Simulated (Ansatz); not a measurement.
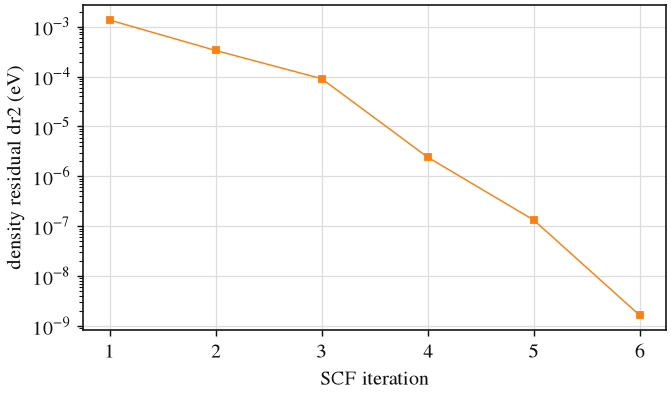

The plot shows the SCF iterations of a calculation: density residual dr2. The starting density is a sum of atomic densities corrected by a trained network.

KF (4 atoms in the cell), run with Ansatz.

```
crystal:
  lattice:
    - [3.661921612, 3.1832e-06, -0.0003403924]
    - [-6.0866e-06, 3.6649437208, -0.0001247775]
    - [-0.2738972686, -0.1081148749, 12.613618567]
  atoms:
    - { symbol: K, position: [0.0226486127, 0.498416767, 0.7521228578] }
    - { symbol: K, position: [0.9773513873, 0.501583233, 0.2478771422] }
    - { symbol: F, position: [0.5226366341, 0.9984220776, 0.7522867749] }
    - { symbol: F, position: [0.4773633659, 0.0015779224, 0.2477132251] }
basis:
  ecutwfc: 420
kpoints:
  mp_grid: { grid: [6, 6, 2] }
hamiltonian:
  xc: pbe
scf:
  occupations: { method: fixed }
  max_iter: 100
output:
  forces: true
  eigenvalues: true
  stress: true
```

Run as:
```bash
ansatz run input.yaml --threads 1 --pin off --max-ram 2560MiB --backend cpu --events-out ev --progress --plain --runs-dir out
```

Question: How did this run end?

Answer: The run converged; it took 6 iterations. The residual falls at every step. From the first spectrum the program read the system as an insulator and chose the Resta preconditioner.

Question: Is anything amiss with this input?

Answer: The input holds an odd setting (fixed occupations whatever the gap). The SCF closed; whether the result suffers can't be told from this run alone.
